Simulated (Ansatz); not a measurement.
Cu₃O₂

The calculation's input:

```
crystal:
  lattice:
    - [5.4372090382, 0.0, 0.0]
    - [-2.7186045191, 4.7087611527, 0.0]
    - [0.0, 0.0, 2.7662992395]
  atoms:
    - { symbol: Cu, position: [0.5, 0.0, 0.5] }
    - { symbol: Cu, position: [0.0, 0.5, 0.5] }
    - { symbol: Cu, position: [0.5, 0.5, 0.5] }
    - { symbol: O, position: [0.3333333333, 0.6666666667, 0.0] }
    - { symbol: O, position: [0.6666666667, 0.3333333333, 0.0] }
basis:
  ecutwfc: 420
kpoints:
  mp_grid: { grid: [12, 12, 14] }
hamiltonian:
  xc: pbe
scf:
  occupations: { method: gaussian, width: 0.1 }
output:
  forces: true
  stress: true
  eigenvalues: true
  write_density: true
  write_potential: true
  elf: true
  volumetric_format: npy
relax:
  adjacent_minimum: "off"
  f_tol: 0.01
  max_steps: 80
  cell: { stress_tol: 0.05 }
```

Command:

```sh
ansatz run input.yaml --threads 1 --pin off --max-ram 2560MiB --backend cpu --events-out ev --progress --plain --runs-dir out
```

Below, planes, directions and counts refer to the conventional cell (a = 5.44 Å, b = 5.44 Å, c = 2.76 Å, α = 90.00°, β = 90.00°, γ = 120.00°).

The fields are those of the relaxed geometry.

Space group P6/mmm; a structure generated by program, which may or may not match a known phase; computed without spin polarisation.

Level of theory: Ansatz 0.2.0, DFT PBE, scalar-relativistic, plane waves, PAW.

> What can the converged valence pseudo-density and electron localisation function tell about the bonding?

Cu–O (2.09 Å): the density is about 0.46 e/Å³ at the midpoint; the ELF peaks at about 0.80 in the valence shell of O, 0.6 Å from its nucleus, and is about 0.15 at the midpoint; no shared electron pair shows on this line.

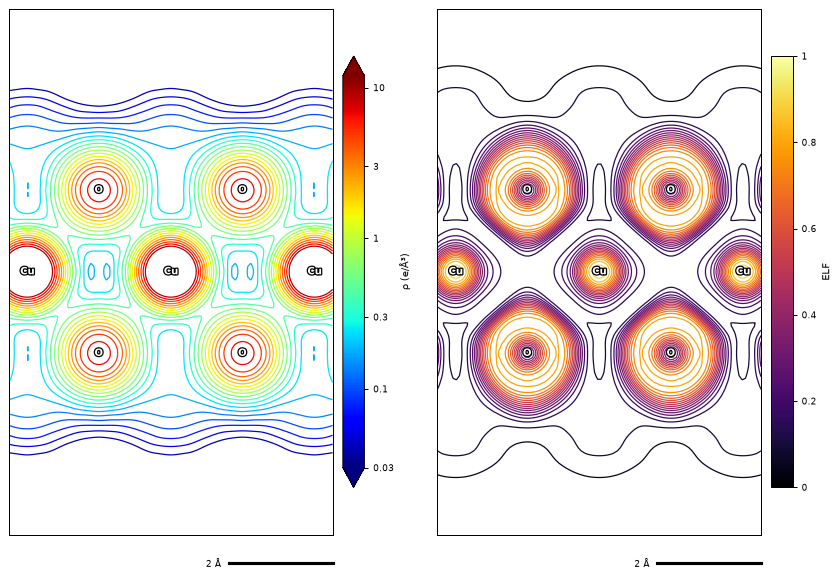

Computed valence pseudo-density and electron localisation function on the (110) plane of the conventional cell, in this order. 

The density is the valence pseudo-density of a PAW calculation; it isn't the true density close to the nuclei.
